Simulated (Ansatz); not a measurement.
## C: a changed input and its effect

System: C (P2₁, 8 atoms in the cell).
Method of the first run: DFT LDA, scalar-relativistic, plane waves, PAW, PAW set soft_1, no spin polarisation (Ansatz 0.2.0).

The structure derives from an entry of the Crystallography Open Database. Text and figures count atoms from 1; the logs count them from 0 in places.

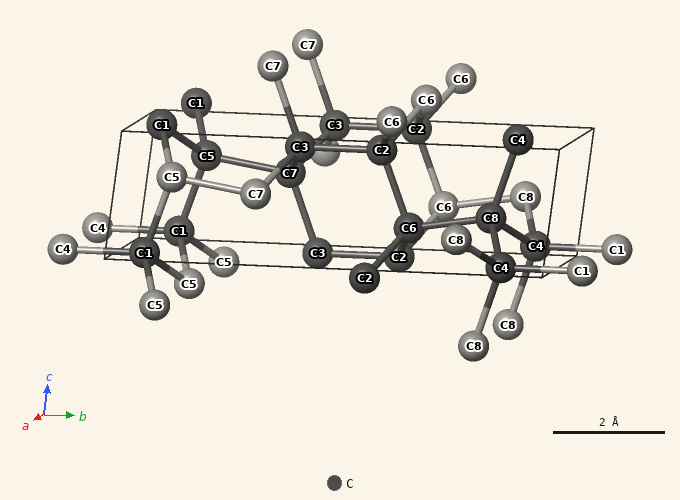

Fig. 1: The input geometry (ball-and-stick view of the cell of the calculation, set on other vectors, seen slightly off an axis; neighbours outside the cell are drawn fainter; atoms are numbered from 1 in the order of the input). An atom can appear more than once, as a periodic image.

### Input, the first run
```yaml
crystal:
  lattice:
    - [2.4896249417, 0.0, 0.0]
    - [-1.2448124708, 2.1560784454, 0.0]
    - [0.0, 0.0, 8.2142660865]
  atoms:
    - { symbol: C, position: [-0.0722269157, -0.0528737719, 0.0929365318] }
    - { symbol: C, position: [0.0722269157, 0.0528737719, 0.5929365318] }
    - { symbol: C, position: [0.0722269157, 0.0528737719, 0.4070634682] }
    - { symbol: C, position: [-0.0722269157, -0.0528737719, 0.9070634682] }
    - { symbol: C, position: [0.2734910641, 0.6228590851, 0.155544364] }
    - { symbol: C, position: [0.7265089359, 0.3771409149, 0.655544364] }
    - { symbol: C, position: [0.3931756026, 0.7104742482, 0.344455636] }
    - { symbol: C, position: [0.6068243974, 0.2895257518, 0.844455636] }
basis:
  ecutwfc: 520.0
kpoints:
  mp_grid: { grid: [12, 12, 4] }
hamiltonian:
  xc: lda
  pseudopotentials: { kind: paw, azcp: { folder: soft_1 } }
scf:
  occupations: { method: gaussian, width: 0.05 }
output:
  forces: true
  stress: true
  eigenvalues: true
```

Command:
```bash
ansatz run input.yaml --threads 2 --pin off --max-ram 4096MiB --backend cpu --events-out ev --progress --plain --runs-dir out
```

Hardware: 2 threads of Arm Neoverse N1, 98 GiB of memory available, shared host.

### Output, shortened to warnings, some set-up lines, iterations and results (the first run)
```
Warning: [file] the record states the generating functional pbe (its physics header spells it `PBE`), which answers neither for hamiltonian.xc's functional nor for the lda family's — results may be inconsistent (PPs are generated against a specific XC)
Basis set: ecut = 520 eV, 1195 PW (Γ)
Symmetry: 2 space group operations
k-points: 222 of 576 (time reversal used)
Initial density: superposition of atomic densities (chi_scale 0.1, normalization cell)
[...]
SCF iter   1: F=—  HF=-1946.168124 eV  |F-HF|=—  |Δ(HF+E_count)|=         —  Δρ=1.46e-1  dr2=6.64e0  ethr=3.10e-3  ⟨swp⟩=6.0  Hψ=25048  notcnv=0  defer=6
SCF iter   2: F=—  HF=-1943.657148 eV  |F-HF|=—  |Δ(HF+E_count)|=    2.51e0  Δρ=5.74e-2  dr2=9.39e-1  ethr=3.10e-3  ⟨swp⟩=2.9  Hψ=13025  notcnv=0  defer=510
SCF iter   3: F=—  HF=-1943.304498 eV  |F-HF|=—  |Δ(HF+E_count)|=   3.53e-1  Δρ=4.91e-3  dr2=3.54e-3  ethr=2.93e-3  ⟨swp⟩=2.0  Hψ=9360  notcnv=0  defer=510
SCF iter   4: F=—  HF=-1943.305224 eV  |F-HF|=—  |Δ(HF+E_count)|=   7.25e-4  Δρ=8.22e-4  dr2=6.84e-4  ethr=1.11e-5  ⟨swp⟩=2.1  Hψ=8543  notcnv=0  defer=288
SCF iter   5: F=—  HF=-1943.305025 eV  |F-HF|=—  |Δ(HF+E_count)|=   1.98e-4  Δρ=1.30e-4  dr2=3.18e-6  ethr=2.14e-6  ⟨swp⟩=2.0  Hψ=7056  notcnv=0  defer=288
SCF iter   6: F=—  HF=-1943.305029 eV  |F-HF|=—  |Δ(HF+E_count)|=   3.20e-6  Δρ=4.24e-5  dr2=1.76e-7  ethr=3.13e-10  ⟨swp⟩=11.8  Hψ=29064  notcnv=0
SCF iter   7: F=-1943.305029 eV  HF=-1943.305029 eV  |F-HF|=6.96e-9  |Δ(HF+E_count)|=   8.39e-8  Δρ=5.75e-6  dr2=1.02e-8  ethr=3.13e-10  ⟨swp⟩=4.0  Hψ=14808  notcnv=0
SCF 1 converged in 7 iterations: F = -1943.305029 eV  dr2 = 1.02e-8
SCF converged after 7 iterations
Free energy (F): -1943.305029 eV
Harris-Foulkes:  -1943.305029 eV  (|F-HF|=6.96e-9)
Internal energy: -1943.305029 eV  (E = F + TS)
E sigma→0 (E₀):  -1943.305029 eV
Fermi energy:    15.995541 eV
--- Per-component energies (eV) ---
  E_band       = 145.715877
  E_kinetic    = 725.245226
  E_local      = -438.231138  (includes V_loc(G=0)·N_el)
  E_nonlocal   = 192.610161
  E_hartree    = 103.144883
  E_xc         = -380.530583
  E_vxc        = -471.304786  (∫ρ·V_xc dr)
  E_paw        = -740.501909  (= ΣΔE_a)
  E_vpaw       = -68.893278  (= ΣTr[D̂ρ^β])
  E_aug_tail   = 0.000006  (compensation charges beyond the density's cutoff)
  E_ewald      = -1405.544334
  E_core_change = 0.502660  (= ΣΔE_core)
  E_smearing   = -0.000000  (= −TS)
  E_closure    = -0.000000  (closes the sum)
  Σ components = -1943.305029   (vs F -1943.305029, Δ=0.00e0)
--- Forces (eV/Å), atoms counted from 1 ---
  atom   1  C      0.86362099     0.78803758     0.00809793
  atom   2  C     -0.86362099    -0.78803758     0.00809793
  atom   3  C     -0.71127928    -0.78705497    -0.01358693
  atom   4  C      0.71127928     0.78705497    -0.01358693
  atom   5  C      0.54254100     0.64785925     0.04886721
  atom   6  C     -0.54254100    -0.64785925     0.04886721
  atom   7  C     -0.75278892    -0.64808367    -0.04337871
  atom   8  C      0.75278892     0.64808367    -0.04337871
  max |Σ_I F_I| component: 9.90e-7 eV/Å
--- Stress (GPa, compression-positive) ---
       -0.346317      -1.744209       0.000000
       -1.744209      -0.288232       0.000000
        0.000000       0.000000       1.231983
  P = ⅓ Tr σ = 0.1991 GPa (1.991 kbar)
```

For the second run the input was changed thus:
```diff
-  mp_grid: { grid: [12, 12, 4] }
+  mp_grid: { grid: [6, 6, 2] }
+  mixing: { preconditioner: kerker }
```

What does this change do to the results?

The free energy of the second run is 2.4 meV per atom higher, which comes mainly from the change of mesh; a solver setting shouldn't move a converged energy. The gap on the mesh goes from 4.47 to 4.57 eV. The SCF takes 8 iterations against 7. The irreducible k-points go from 222 to 40. On the same kind of shared host the second run took about 0.17 times as long.

### Output, shortened to warnings, some set-up lines, iterations and results (the second run)
```
Warning: [file] the record states the generating functional pbe (its physics header spells it `PBE`), which answers neither for hamiltonian.xc's functional nor for the lda family's — results may be inconsistent (PPs are generated against a specific XC)
Basis set: ecut = 520 eV, 1195 PW (Γ)
Symmetry: 2 space group operations
k-points: 40 of 72
Initial density: superposition of atomic densities (chi_scale 0.1, normalization cell)
[...]
SCF iter   1: F=—  HF=-1946.154703 eV  |F-HF|=—  |Δ(HF+E_count)|=         —  Δρ=1.46e-1  dr2=6.65e0  ethr=3.10e-3  ⟨swp⟩=5.8  Hψ=4504  notcnv=0  defer=2
SCF iter   2: F=—  HF=-1944.365927 eV  |F-HF|=—  |Δ(HF+E_count)|=    1.79e0  Δρ=8.55e-2  dr2=2.43e0  ethr=3.10e-3  ⟨swp⟩=2.2  Hψ=2149  notcnv=0  defer=89
SCF iter   3: F=—  HF=-1943.278874 eV  |F-HF|=—  |Δ(HF+E_count)|=    1.09e0  Δρ=8.77e-3  dr2=1.57e-2  ethr=3.10e-3  ⟨swp⟩=2.9  Hψ=1897  notcnv=0  defer=49
SCF iter   4: F=—  HF=-1943.285982 eV  |F-HF|=—  |Δ(HF+E_count)|=   7.11e-3  Δρ=1.36e-3  dr2=5.98e-4  ethr=4.92e-5  ⟨swp⟩=1.5  Hψ=1059  notcnv=0  defer=50
SCF iter   5: F=—  HF=-1943.286038 eV  |F-HF|=—  |Δ(HF+E_count)|=   5.59e-5  Δρ=3.44e-4  dr2=3.89e-5  ethr=1.87e-6  ⟨swp⟩=2.0  Hψ=1422  notcnv=0  defer=50
SCF iter   6: F=—  HF=-1943.286042 eV  |F-HF|=—  |Δ(HF+E_count)|=   3.54e-6  Δρ=8.69e-5  dr2=2.20e-6  ethr=1.22e-7  ⟨swp⟩=2.5  Hψ=1486  notcnv=0  defer=50
SCF iter   7: F=—  HF=-1943.286042 eV  |F-HF|=—  |Δ(HF+E_count)|=   1.95e-7  Δρ=1.64e-5  dr2=1.09e-7  ethr=6.86e-9  ⟨swp⟩=2.1  Hψ=1451  notcnv=0  defer=50
SCF iter   8: F=-1943.286042 eV  HF=-1943.286042 eV  |F-HF|=4.97e-9  |Δ(HF+E_count)|=   9.35e-9  Δρ=3.27e-6  dr2=6.72e-9  ethr=3.13e-10  ⟨swp⟩=10.6  Hψ=3945  notcnv=0
SCF 1 converged in 8 iterations: F = -1943.286042 eV  dr2 = 6.72e-9
SCF converged after 8 iterations
Free energy (F): -1943.286042 eV
Harris-Foulkes:  -1943.286042 eV  (|F-HF|=4.97e-9)
Internal energy: -1943.286042 eV  (E = F + TS)
E sigma→0 (E₀):  -1943.286042 eV
Fermi energy:    16.045166 eV
--- Per-component energies (eV) ---
  E_band       = 145.774998
  E_kinetic    = 725.365863
  E_local      = -438.329713  (includes V_loc(G=0)·N_el)
  E_nonlocal   = 192.576059
  E_hartree    = 103.186106
  E_xc         = -380.524567
  E_vxc        = -471.297601  (∫ρ·V_xc dr)
  E_paw        = -740.518123  (= ΣΔE_a)
  E_vpaw       = -68.911990  (= ΣTr[D̂ρ^β])
  E_aug_tail   = 0.000006  (compensation charges beyond the density's cutoff)
  E_ewald      = -1405.544334
  E_core_change = 0.502660  (= ΣΔE_core)
  E_smearing   = -0.000000  (= −TS)
  E_closure    = 0.000000  (closes the sum)
  Σ components = -1943.286042   (vs F -1943.286042, Δ=0.00e0)
--- Forces (eV/Å), atoms counted from 1 ---
  atom   1  C      0.86489670     0.78875401     0.01375377
  atom   2  C     -0.86489670    -0.78875401     0.01375377
  atom   3  C     -0.71138983    -0.78772351    -0.01902142
  atom   4  C      0.71138983     0.78772351    -0.01902142
  atom   5  C      0.53736562     0.64306769     0.04290450
  atom   6  C     -0.53736562    -0.64306769     0.04290450
  atom   7  C     -0.74840112    -0.64331868    -0.03764169
  atom   8  C      0.74840112     0.64331868    -0.03764169
  max |Σ_I F_I| component: 9.70e-6 eV/Å
--- Stress (GPa, compression-positive) ---
       -0.173133      -1.745914       0.000000
       -1.745914      -0.113137       0.000000
        0.000000       0.000000       0.988620
  P = ⅓ Tr σ = 0.2341 GPa (2.341 kbar)
```

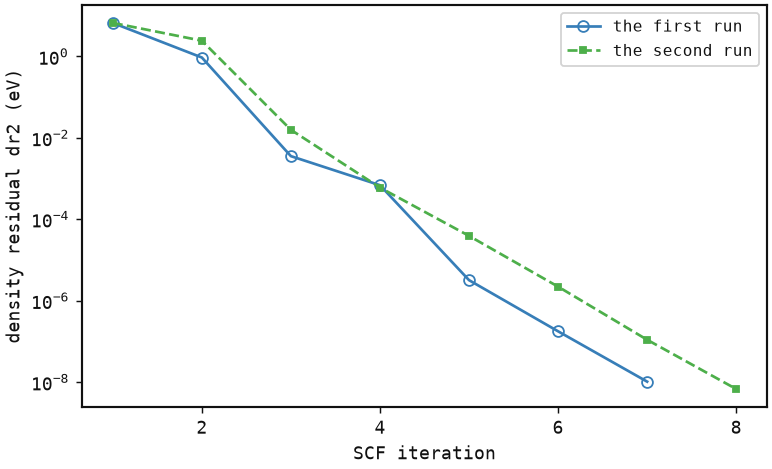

Fig. 2: Convergence of the two runs: density residual dr2 against the SCF iteration. The first run takes 7 iterations in all, and the second run takes 8.

### The two runs side by side

| quantity | the first run | the second run |
| --- | --- | --- |
| outcome | converged | converged |
| free energy per atom (eV) | −242.9131 | −242.9108 |
| gap on the mesh (eV) | 4.47 | 4.57 |
| pressure (GPa) | 0.20 | 0.23 |
| largest force (eV/Å) | 1.169 | 1.171 |
| SCF iterations | 7 | 8 |
| irreducible k-points | 222 | 40 |
| plane waves at Γ | 1195 | 1195 |
| wall time (shared host) | 31 s | 5.2 s |

For both runs: Warnings: the PAW datasets were made with another functional. For the second run: These settings are looser than, or depart from, a standard set-up, so the numbers are not reference values for this system. So coarse a mesh can miss the band edges, so the true gap of this method can be much smaller, or zero.
